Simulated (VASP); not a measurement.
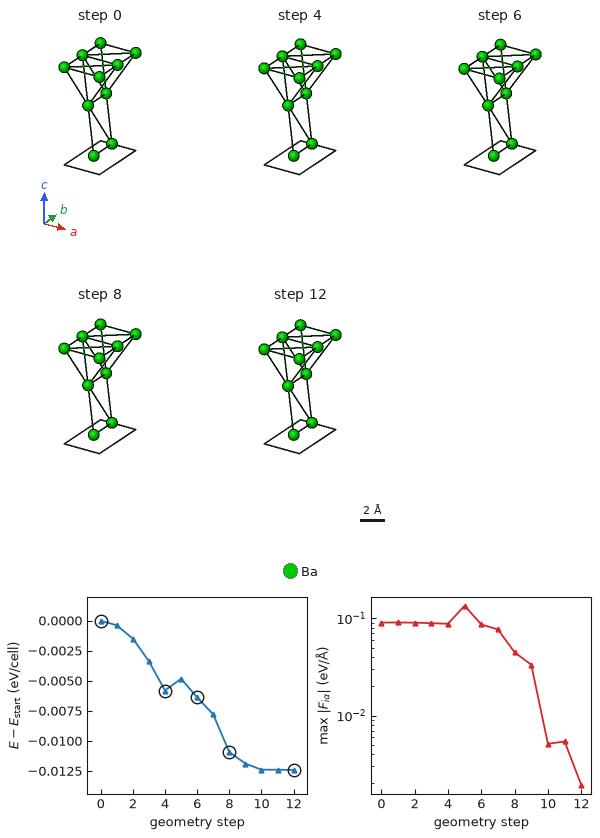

Frames of a relaxation of a slab of composition Ba, marked on the history of the run. The picture is a ball-and-stick view of the 1 × 2 repeat of the cell, outlined in the plane, without the vacuum, seen slightly off an axis.

The run lets the atoms move in a fixed cell. 1 atoms are held fixed.

Theory: Kohn-Sham DFT of a periodic cell, PBE, VASP PAW PBE potentials, recommended (VASP).

The input:
```
PREC = Accurate
ENCUT = 520
EDIFF = 1E-6
ISMEAR = 0
SIGMA = 0.05
LREAL = False
LASPH = True
NELM = 60
ALGO = Normal
ISIF = 2
LWAVE = False
LCHARG = False
LDIPOL = True
IDIPOL = 3
DIPOL = 0.5 0.5 0.500
GGA = PE
IBRION = 2
NSW = 40
EDIFFG = -0.005
```

Command:
```bash
cat potpaw_PBE.64/Ba_sv/POTCAR > POTCAR
mpirun -np 1 vasp_std > vasp.out
```

Describe the path.

The energy falls by 12.4 meV per cell of the calculation in 12 geometry steps. Largest force component: 0.091 eV/Å at the start, 0.0019 eV/Å at the end. The largest move is that of a Ba atom, 0.27 Å along the normal (−c). The cell stays as it was. Some distances before and after: Ba–Ba 4.572 → 4.462 Å. It ran on 1 thread of Intel(R) Xeon(R) Platinum 8488C (Sapphire Rapids) (shared host). From step 0 to 4: a Ba atom moves most (0.10 Å), energy −5.8 meV per cell of the calculation. From step 4 to 6: a Ba atom moves most (0.04 Å), energy −0.6 meV per cell of the calculation. From step 6 to 8: a Ba atom moves most (0.07 Å), energy −4.5 meV per cell of the calculation. From step 8 to 12: Ba atoms move most (0.07 Å), energy −1.5 meV per cell of the calculation.
